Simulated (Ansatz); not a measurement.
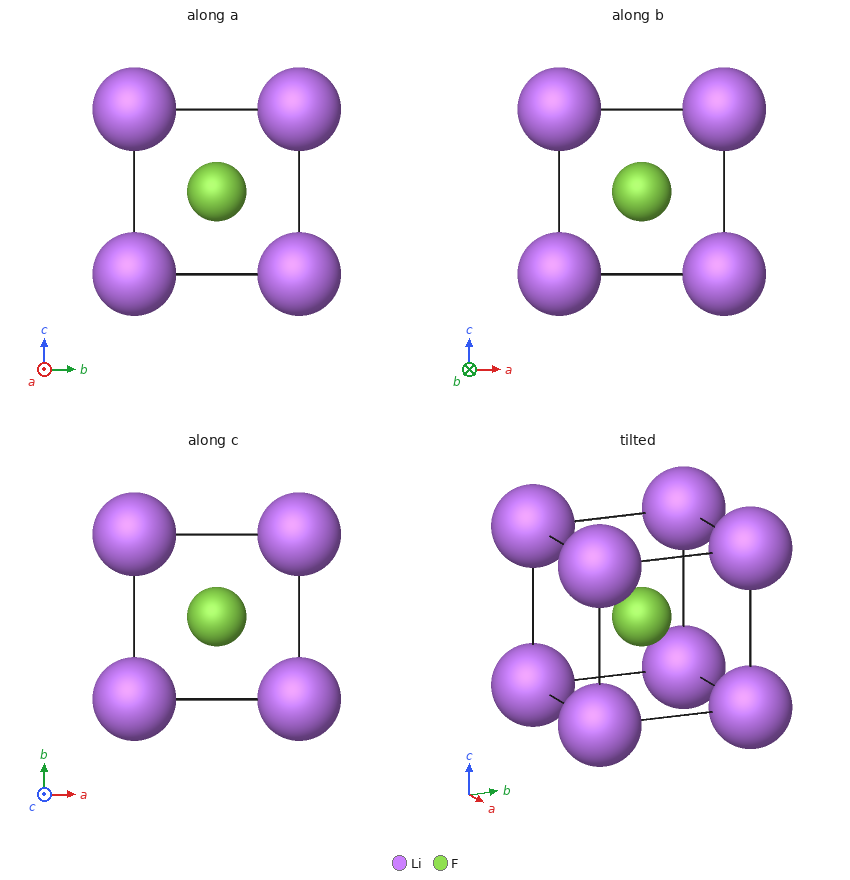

An orthographic spheres-only view of the structure, along the a axis, along the b axis, along the c axis and slightly off an axis. Thin lines show the conventional unit cell, with boundary atoms drawn in all their periodic places.

Lattice parameters: a = 2.4550 Å, b = 2.4550 Å, c = 2.4550 Å, α = 90.000°, β = 90.000°, γ = 90.000°.

Turn the picture into a CIF in P1 with every atom of the cell.

```cif
data_structure
_symmetry_space_group_name_H-M 'P 1'
_symmetry_Int_Tables_number 1
_cell_length_a 2.4550
_cell_length_b 2.4550
_cell_length_c 2.4550
_cell_angle_alpha 90.000
_cell_angle_beta 90.000
_cell_angle_gamma 90.000
_cell_volume 14.80
loop_
_atom_site_label
_atom_site_type_symbol
_atom_site_fract_x
_atom_site_fract_y
_atom_site_fract_z
_atom_site_occupancy
Li1 Li 0.0000 0.0000 0.0000 1
F1 F 0.5000 0.5000 0.5000 1
```

The cell started as a structure type filled with these elements by a generator (whether the compound takes this form wasn't checked). Earlier steps of the study may have refined or changed the cell and positions. It was the input of a calculation with Ansatz.

At this level of theory the cell isn't at rest (compressed, at 5 GPa), so its distances can differ from those at equilibrium, the more so the softer the solid.
